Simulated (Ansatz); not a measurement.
Input

```
crystal:
  lattice:
    - [5.8880393213, 0.0, 0.0]
    - [0.0, 5.8880393213, 0.0]
    - [0.0, 0.0, 5.8880393213]
  atoms:
    - { symbol: Zn, position: [0.5, 0.5, 0.0] }
    - { symbol: Zn, position: [0.5, 0.0, 0.5] }
    - { symbol: Zn, position: [0.0, 0.5, 0.5] }
    - { symbol: Zn, position: [0.0, 0.0, 0.0] }
    - { symbol: S, position: [0.1017506368, 0.8982493632, 0.3982493632] }
    - { symbol: S, position: [0.8982493632, 0.3982493632, 0.1017506368] }
    - { symbol: S, position: [0.3982493632, 0.1017506368, 0.8982493632] }
    - { symbol: S, position: [0.6017506368, 0.6017506368, 0.6017506368] }
    - { symbol: S, position: [0.8982493632, 0.1017506368, 0.6017506368] }
    - { symbol: S, position: [0.1017506368, 0.6017506368, 0.8982493632] }
    - { symbol: S, position: [0.6017506368, 0.8982493632, 0.1017506368] }
    - { symbol: S, position: [0.3982493632, 0.3982493632, 0.3982493632] }
basis:
  ecutwfc: 520.0
kpoints:
  mp_grid: { grid: [6, 6, 6] }
hamiltonian:
  xc: pbesol
scf:
  occupations: { method: gaussian, width: 0.05 }
output:
  forces: true
  stress: true
  eigenvalues: true
  write_density: true
  write_potential: true
  elf: true
  volumetric_format: npy
```

Launched as:

```sh
ansatz run input.yaml --threads 4 --pin off --max-ram 8192MiB --backend cpu --events-out ev --progress --plain --runs-dir out
```

Below, planes, directions and counts refer to the conventional cell (a = 5.89 Å, b = 5.89 Å, c = 5.89 Å, α = 90.00°, β = 90.00°, γ = 90.00°).

Space group Pa-3; a structure from a database of computed crystals, not necessarily the ambient phase.

All numbers below come from DFT PBEsol, scalar-relativistic, plane waves, PAW (Ansatz 0.2.0).

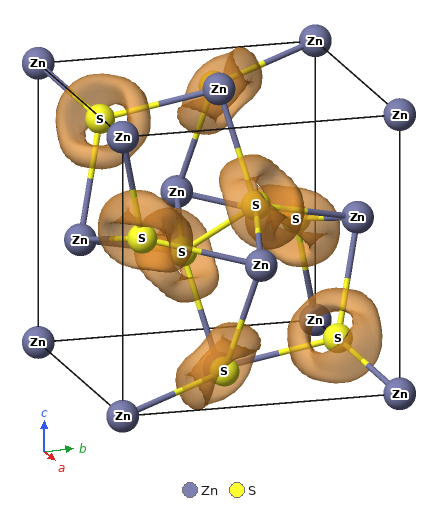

ZnS2. Isosurface of the ELF at 0.85 (orange), seen slightly off an axis. Core shells and regions of very low density are left out. Sticks mark near contacts.

Q: Where are the electrons localised?

A: The surface consists of eight regions wrapped around S (the valence shell of each), counted in one cell of 12 atoms. Regions shared between cells count once.

Values along the shortest contacts:
S–S (2.08 Å): the ELF peaks at about 0.80 between the atoms; localised, covalent bonding. Zn–S (2.49 Å): the ELF peaks at about 0.90 in the valence shell of S, 0.8 Å from its nucleus, and is about 0.50 at the midpoint.
